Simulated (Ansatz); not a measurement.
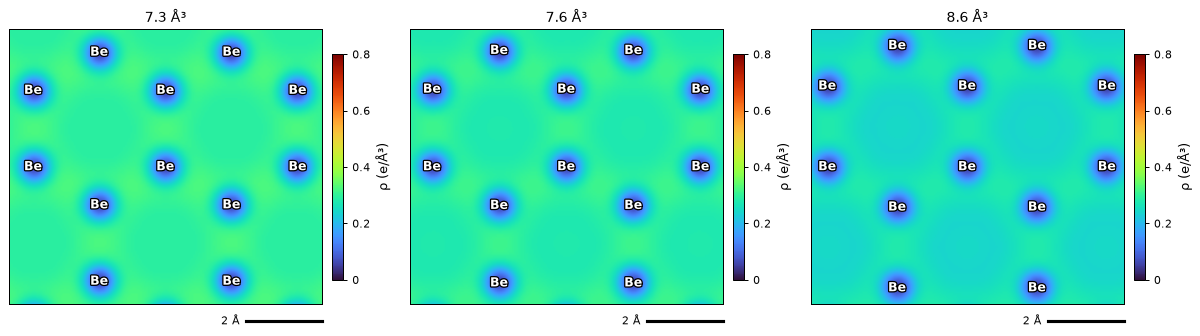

Be. The valence pseudo-density of cells scaled evenly to different volumes (given per atom above each panel), on the (001) plane of each (indices in the axes of the cell below), at one length scale and on one colour scale.

A generated structure, not necessarily the stable one.

Method: DFT, RPBE, plane waves (420 eV) with PAW, scalar-relativistic (Ansatz 0.2.0).

The largest cell:

```
Be
1.0
     3.73787    0.00000    0.00000
    -1.86893    3.23709    0.00000
     0.00000    0.00000    2.30183
Be
3
Direct
  0.00000 0.00000 0.00000
  0.33333 0.66667 0.50000
  0.66667 0.33333 0.50000
```

| volume (Å³/atom) | Be–Be contact in the plane (Å) | ρ at its midpoint (e/Å³) | pressure (GPa) | 
| --- | --- | --- | --- |
| 7.29 | 1.991 | 0.324 | 17.5 | 
| 7.63 | 2.021 | 0.312 | 10.6 | 
| 8.29 | 2.078 | ? | ? | 
| 8.62 | 2.105 | 0.281 | −4.0 | 
| 9.28 | 2.158 | 0.264 | −10.3 | 

Q: Estimate the missing row, and compare with the calculation.

A: Over the known rows ln ρ falls by 1.23 per Å of Be–Be distance (a least-squares line), which gives 0.291 e/Å³ at 2.078 Å; the calculation gives 0.291 e/Å³. For the pressure, a straight line in volume between the neighbouring rows gives 0.9 GPa; the calculation gives 0.1, lower because pressure rises ever faster on compression.
